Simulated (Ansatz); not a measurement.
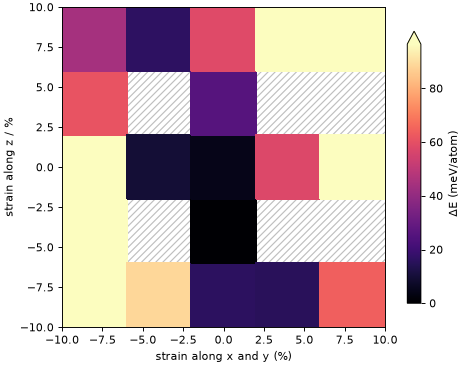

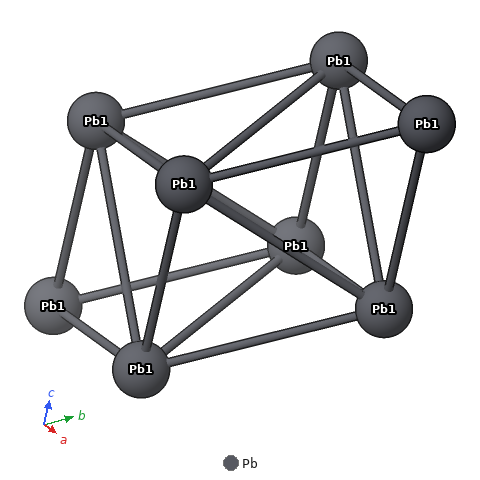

Energy landscape of Pb (Fm-3m, No. 225; 1 atom in the cell). The cell is strained homogeneously, by one strain along x and y and another along z, with fractional coordinates fixed (x, y and z along the cube axes). The first coordinate is: strain along x and y; the second: strain along z. The grid has 5 × 5 points. At 6 points there is no value. Energies: meV/atom, counted from the lowest grid point. The reference cell is the one listed in the database, not relaxed at this level. Computed with DFT LDA, scalar-relativistic, plane waves, PAW (Ansatz 0.2.0). Settings: cutoff 420 eV, k-mesh 16×16×16, gaussian smearing 0.15 eV, no spin polarisation.

The picture shows one coloured cell a grid point, one colour for all values above the top of the scale, hatched blanks where no value was computed. The second picture is the structure at the lowest point

What does the map say about the system?

The lowest grid point is at strain along x and y = 0 %, strain along z = −4 %. The highest grid point, strain along x and y = −8 %, strain along z = −8 %, lies 266 meV/atom above the lowest.

The values on the grid:

```csv
"strain along z ↓, strain along x and y →",−8,−4,0,4,8
8,44,17,58,147,265
4,61,–,25,–,–
0,98,10,4,57,149
−4,164,–,0,–,–
−8,266,88,16,15,64
```
